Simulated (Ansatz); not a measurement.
## Geometry relaxation, with input and output: SnO2 (part 2 of 2)

SnO2 (6 atoms in the cell); DFT r2SCAN, scalar-relativistic, plane waves, PAW, no spin polarisation (Ansatz 0.2.0); cutoff 500 eV, 6×6×8 k-mesh, Gaussian smearing of 0.02 eV. The structure derives from an entry of the Crystallography Open Database. It belongs to a series of runs on one base structure; here: volume × 1.03, shape and atoms relaxed.

Geometry of the input (Å; fractional positions):
```
4.8071  0.0000  0.0000
0.0000  4.8071  0.0000
0.0000  0.0000  3.2325
Sn 0.0000  0.0000  0.0000
Sn 0.5000  0.5000  0.5000
O  0.3059  0.3059  0.0000
O  0.1941  0.8059  0.5000
O  0.6941  0.6941  0.0000
O  0.8059  0.1941  0.5000
```

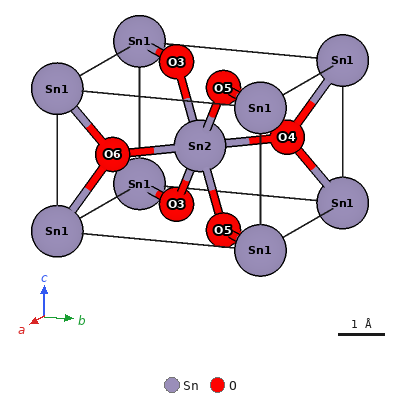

*The geometry at step 2 of the log (ball-and-stick view of the cell of the calculation, seen slightly off an axis; atoms are numbered from 1 in the order of the input).*

### Output, continued
```
SCF iter   1: F=—  HF=-14352.389036 eV  |F-HF|=—  |Δ(HF+E_count)|=         —  Δρ=2.22e-4  dr2=1.78e-5  dr2_τ=3.03e-4  ethr=3.17e-8  ⟨swp⟩=2.0  Hψ=7117  notcnv=0
preconditioner: auto → Resta (q_TF=auto, 2.568 Å⁻¹)  ε∞=3.3  [insulator: Δε(μ)=1.460 eV  Ē_g=20.519 eV  σ=0.020 eV  W_gap=1.00  n_scr=18 (ndim 8)  ℏωp=31.0 eV  f_vac=0.035  D(μ)=0.00/eV (n_scr^D=0)  ε∞_Penn≈3.3]
SCF iter   2: F=—  HF=-14352.389042 eV  |F-HF|=—  |Δ(HF+E_count)|=   6.06e-6  Δρ=1.19e-4  dr2=6.03e-6  dr2_τ=4.54e-7  ethr=3.17e-8  ⟨swp⟩=2.0  Hψ=2371  notcnv=0
SCF iter   3: F=—  HF=-14352.389041 eV  |F-HF|=—  |Δ(HF+E_count)|=   7.18e-7  Δρ=2.77e-5  dr2=2.39e-7  dr2_τ=5.31e-8  ethr=1.16e-8  ⟨swp⟩=2.0  Hψ=2258  notcnv=0
SCF iter   4: F=—  HF=-14352.389041 eV  |F-HF|=—  |Δ(HF+E_count)|=   9.35e-8  Δρ=1.50e-5  dr2=6.88e-8  dr2_τ=7.44e-9  ethr=4.59e-10  ⟨swp⟩=2.6  Hψ=2612  notcnv=0
SCF iter   5: F=—  HF=-14352.389041 eV  |F-HF|=—  |Δ(HF+E_count)|=   3.44e-8  Δρ=7.68e-6  dr2=2.35e-8  dr2_τ=3.66e-9  ethr=4.32e-11  ⟨swp⟩=8.6  Hψ=9614  notcnv=0
SCF iter   6: F=-14352.389041 eV  HF=-14352.389041 eV  |F-HF|=1.35e-10  |Δ(HF+E_count)|=   2.03e-9  Δρ=2.81e-6  dr2=2.21e-9  dr2_τ=2.32e-10  ethr=4.32e-11  ⟨swp⟩=7.7  Hψ=9100  notcnv=0
SCF 4 converged in 6 iterations: F = -14352.389041 eV  dr2 = 2.21e-9
relax step   4: F+E_penalty+E_count = -14352.38904132 eV  Δ(F+E_penalty+E_count) = -7.039e-5 eV  max|allowed force component| = 8.572e-5 eV/Å  Δτ_max = 0.0013 Å  P = -5.551 GPa  Ω = 74.697 Å³  energy of the carried Pulay correction = -5.789e-18 eV  fix = [volume]  reactions: volume -5.551 GPa  (6 SCF iters, dr2 threshold 2.25e-8 eV, accepted)
Initial wavefunctions: pseudopotential atomic-orbital guess (no wavefunctions were taken with the density)
iter 1 solved again at ethr=2.71e-8 eV; its pass at ethr=3.10e-3 eV (dr2=1.41e-5 eV) is discarded
SCF iter   1: F=—  HF=-14352.389014 eV  |F-HF|=—  |Δ(HF+E_count)|=         —  Δρ=5.86e-5  dr2=5.99e-8  dr2_τ=7.67e-8  ethr=2.71e-8  ⟨swp⟩=3.4  Hψ=11902  notcnv=0
SCF iter   2: F=—  HF=-14352.389026 eV  |F-HF|=—  |Δ(HF+E_count)|=   1.17e-5  Δρ=2.96e-5  dr2=1.54e-8  dr2_τ=3.09e-7  ethr=1.15e-10  ⟨swp⟩=2.6  Hψ=2735  notcnv=0
SCF iter   3: F=—  HF=-14352.389028 eV  |F-HF|=—  |Δ(HF+E_count)|=   2.25e-6  Δρ=1.38e-6  dr2=9.39e-10  dr2_τ=2.57e-10  ethr=2.96e-11  ⟨swp⟩=2.0  Hψ=2543  notcnv=0
SCF iter   4: F=-14352.389028 eV  HF=-14352.389028 eV  |F-HF|=1.09e-11  |Δ(HF+E_count)|=  2.82e-10  Δρ=3.35e-7  dr2=4.37e-11  dr2_τ=1.13e-11  ethr=1.00e-12  ⟨swp⟩=7.1  Hψ=8279  notcnv=0
SCF 5 converged in 4 iterations: F = -14352.389028 eV  dr2 = 4.37e-11
  greatest PAW one-centre occupation: 0.996 electrons in one spin orbital (limit 2), on the Sn atom at site 0 (counted from 0), in its partial waves of l = 2
relax step   5: F+E_penalty+E_count = -14352.38902820 eV  Δ(F+E_penalty+E_count) = +1.313e-5 eV  max|allowed force component| = 9.282e-5 eV/Å  Δτ_max = 0.0000 Å  P = -5.550 GPa  Ω = 74.697 Å³  fix = [volume]  reactions: volume -5.550 GPa  stress off target by 5.66e-3 GPa on what of the cell is left free  SCF on the basis re-selected at this cell (its energy is not comparable with the rows above)  (4 SCF iters)
basis re-selected at this cell: Δ(F+E_penalty+E_count) = +1.313e-5 eV, ΔP = +0.000 GPa vs the last step (what re-selecting the basis moved, of the pressure what is left beyond the Pulay correction that the steps carried, after the strain that the cell walked since its last selection, with what the two solves' SCF thresholds leave and, on support functions, any second-order correction that the steps lacked; it is no measure of the basis error at this ecutwfc). This SCF's stress stands 5.66e-3 GPa from its target on what of the cell is left free (relax.cell.stress_tol is 1.00e-1 GPa) and its largest allowed force component is 9.28e-5 eV/Å (relax.f_tol is 1.00e-2 eV/Å): within both
SCF converged after 4 iterations
Free energy (F): -14352.389028 eV
Harris-Foulkes:  -14352.389028 eV  (|F-HF|=1.09e-11)
Internal energy: -14352.389028 eV  (E = F + TS)
E sigma→0 (E₀):  -14352.389028 eV
Fermi energy:    9.174568 eV
--- Per-component energies (eV) ---
  E_band       = -187.383509
  E_kinetic    = 1081.849816
  E_local      = -2949.871277  (includes V_loc(G=0)·N_el)
  E_nonlocal   = 130.994804
  E_hartree    = 1523.846404
  E_xc         = -1034.812995
  E_vxc        = -621.382264  (∫ρ·V_xc dr)
  E_paw        = -8985.203420  (= ΣΔE_a)
  E_vpaw       = -916.008566  (= ΣTr[D̂ρ^β])
  E_aug_tail   = 0.004084  (compensation charges beyond the density's cutoff)
  E_vtau       = 39.336983  (kinetic-family band-sum trace: ∫τ·v_τ [+ j·A + Jᵃ·Aᵃ] dr)
  E_ewald      = -4120.539320
  E_core_change = 1.342876  (= ΣΔE_core)
  E_smearing   = -0.000000  (= −TS)
  E_closure    = -0.000000  (closes the sum)
  Σ components = -14352.389028   (vs F -14352.389028, Δ=0.00e0)
--- Forces (eV/Å), atoms counted from 1 ---
  atom   1  Sn    -0.00000000     0.00000000    -0.00000000
  atom   2  Sn    -0.00000000    -0.00000000     0.00000000
  atom   3  O      0.00009282     0.00009282     0.00000000
  atom   4  O     -0.00009282     0.00009282    -0.00000000
  atom   5  O     -0.00009282    -0.00009282    -0.00000000
  atom   6  O      0.00009282    -0.00009282     0.00000000
  max |Σ_I F_I| component: 4.34e-18 eV/Å
--- Stress (GPa, compression-positive) ---
       -5.553313      -0.000000       0.000000
       -0.000000      -5.553313       0.000000
        0.000000       0.000000      -5.544827
  P = ⅓ Tr σ = -5.5505 GPa (-55.505 kbar)
--- Band table (eV; the first three rows and the last of 50) ---
  k-point 0: bands = ["-13.2640", "-12.4686", "-12.2088", "-12.1901", "-12.1901", "-12.1170", "-12.0820", "-12.0096", "-11.9763", "-11.9763", "-11.1127", "-9.4949", "-9.4949", "-7.7462", "0.5083", "4.5157", "4.5157", "4.6753", "5.4412", "6.5062", "6.5073", "7.2483", "7.2483", "7.6964", "7.6964", "8.4447", "9.9045", "15.0186", "15.3762", "15.3762", "19.4249", "19.7353"]
  k-point 1: bands = ["-13.1907", "-12.3809", "-12.3522", "-12.3522", "-12.1839", "-12.1315", "-12.0766", "-12.0098", "-11.9944", "-11.9944", "-11.0408", "-9.2437", "-9.2437", "-7.8613", "0.5161", "4.5359", "4.6561", "4.6561", "5.5336", "5.5429", "6.3930", "6.6978", "6.6978", "7.7266", "7.7266", "8.3217", "10.8653", "15.3244", "16.0224", "16.0224", "18.5360", "20.5609"]
  k-point 2: bands = ["-12.9963", "-12.6743", "-12.6743", "-12.2412", "-12.1321", "-12.1181", "-12.0625", "-12.0284", "-12.0284", "-12.0115", "-10.7806", "-8.7052", "-8.7052", "-8.2157", "0.5817", "3.9652", "4.3362", "4.9908", "4.9908", "5.7131", "5.7131", "5.8385", "5.9478", "7.6263", "7.6263", "7.9724", "12.4958", "15.7613", "17.4658", "17.4658", "17.8838", "20.7935"]
  k-point 49: bands = ["-13.0417", "-13.0417", "-12.5230", "-12.5230", "-12.0746", "-12.0746", "-12.0235", "-12.0235", "-11.9788", "-11.9788", "-9.3960", "-9.3960", "-8.0812", "-8.0812", "0.7410", "0.7410", "3.6145", "3.6145", "5.9775", "5.9775", "6.0546", "6.0546", "7.5103", "7.5103", "7.6209", "7.6209", "13.6720", "13.6720", "17.9070", "17.9070", "20.1168", "20.1168"]
--- Relaxed structure (4 steps of the walk, 4 accepted, 1 SCFs on fresh bases) ---
  F+E_penalty+E_count = -14352.38902820 eV   max|allowed force component| = 9.282e-5 eV/Å   (the final SCF, on the basis selected at the relaxed cell)
  cell:  # Å, volume = 74.6966 Å³
    - [4.818760365448432, 2.7478790385225223e-35, 0.0]
    - [2.7478790385225223e-35, 4.818760365448432, 0.0]
    - [0.0, 0.0, 3.2168466653364076]
  atoms:
    - { symbol: Sn, position: [-1.8795255829010437e-21, 3.289169770076721e-21, 0.0] }
    - { symbol: Sn, position: [0.5, 0.5, 0.5000000000000001] }
    - { symbol: O, position: [0.30655404640683964, 0.30655404640683964, 0.0] }
    - { symbol: O, position: [0.19344595359316039, 0.8065540464068396, 0.5000000000000001] }
    - { symbol: O, position: [0.6934459535931603, 0.6934459535931603, 0.0] }
    - { symbol: O, position: [0.8065540464068396, 0.19344595359316039, 0.5000000000000001] }
```

### Trajectory as extended XYZ (Å, eV, eV/Å), 5 frames, from step=1 to step=5
```
6
Lattice="4.8071 0.0000 0.0000 0.0000 4.8071 0.0000 0.0000 0.0000 3.2325" Properties=species:S:1:pos:R:3:forces:R:3 step=1 energy=-14352.38627 pressure_GPa=-5.96
Sn    0.0000    0.0000    0.0000    0.0000   0.0000   0.0000
Sn    2.4035    2.4035    1.6163    0.0000   0.0000   0.0000
O     1.4705    1.4705    0.0000    0.0710   0.0710   0.0000
O     0.9330    3.8741    1.6163   -0.0710   0.0710   0.0000
O     3.3365    3.3365    0.0000   -0.0710  -0.0710   0.0000
O     3.8741    0.9330    1.6163    0.0710  -0.0710   0.0000
6
Lattice="4.8160 0.0000 0.0000 0.0000 4.8160 0.0000 0.0000 0.0000 3.2205" Properties=species:S:1:pos:R:3:forces:R:3 step=2 energy=-14352.38816 pressure_GPa=-5.75
Sn    0.0000    0.0000    0.0000    0.0000   0.0000   0.0000
Sn    2.4080    2.4080    1.6103    0.0000   0.0000   0.0000
O     1.4734    1.4734    0.0000    0.0634   0.0634   0.0000
O     0.9346    3.8814    1.6103   -0.0634   0.0634   0.0000
O     3.3426    3.3426    0.0000   -0.0634  -0.0634   0.0000
O     3.8814    0.9346    1.6103    0.0634  -0.0634   0.0000
6
Lattice="4.8185 0.0000 0.0000 0.0000 4.8185 0.0000 0.0000 0.0000 3.2172" Properties=species:S:1:pos:R:3:forces:R:3 step=3 energy=-14352.38897 pressure_GPa=-5.51
Sn    0.0000    0.0000    0.0000    0.0000   0.0000   0.0000
Sn    2.4093    2.4093    1.6086    0.0000   0.0000   0.0000
O     1.4781    1.4781    0.0000   -0.0190  -0.0190   0.0000
O     0.9312    3.8873    1.6086    0.0190  -0.0190   0.0000
O     3.3405    3.3405    0.0000    0.0190   0.0190   0.0000
O     3.8873    0.9312    1.6086   -0.0190   0.0190   0.0000
6
Lattice="4.8188 0.0000 0.0000 0.0000 4.8188 0.0000 0.0000 0.0000 3.2168" Properties=species:S:1:pos:R:3:forces:R:3 step=4 energy=-14352.38904 pressure_GPa=-5.55
Sn    0.0000    0.0000    0.0000    0.0000   0.0000   0.0000
Sn    2.4094    2.4094    1.6084    0.0000   0.0000   0.0000
O     1.4772    1.4772    0.0000    0.0001   0.0001   0.0000
O     0.9322    3.8866    1.6084   -0.0001   0.0001   0.0000
O     3.3415    3.3415    0.0000   -0.0001  -0.0001   0.0000
O     3.8866    0.9322    1.6084    0.0001  -0.0001   0.0000
6
Lattice="4.8188 0.0000 0.0000 0.0000 4.8188 0.0000 0.0000 0.0000 3.2168" Properties=species:S:1:pos:R:3:forces:R:3 step=5 energy=-14352.38903 pressure_GPa=-5.55
Sn    0.0000    0.0000    0.0000    0.0000   0.0000   0.0000
Sn    2.4094    2.4094    1.6084    0.0000   0.0000   0.0000
O     1.4772    1.4772    0.0000    0.0001   0.0001   0.0000
O     0.9322    3.8866    1.6084   -0.0001   0.0001   0.0000
O     3.3415    3.3415    0.0000   -0.0001  -0.0001   0.0000
O     3.8866    0.9322    1.6084    0.0001  -0.0001   0.0000
```

### Summary

- outcome: converged
- space group (tolerance 0.01 Å): P4₂/mnm (136)
- electrons treated: 52
- free energy: −14352.3890 eV
- Fermi energy: 9.175 eV
- gap on the k-point mesh: 1.46 eV
- pressure: −5.55 GPa
- final volume: 74.70 Å³
- largest force (length of the vector) at the end: under 0.001 eV/Å
- final cell: a = 4.819 Å, b = 4.819 Å, c = 3.217 Å, α = 90.00°, β = 90.00°, γ = 90.00°
- hardware: 2 threads of Arm Neoverse V1, 24 GiB of memory available, shared host
- wall time: 43 s (CPU time 85 s)
- peak memory: 0.56 GiB

The cell is under a tension of 5.6 GPa at this level, so it is not at its equilibrium volume.
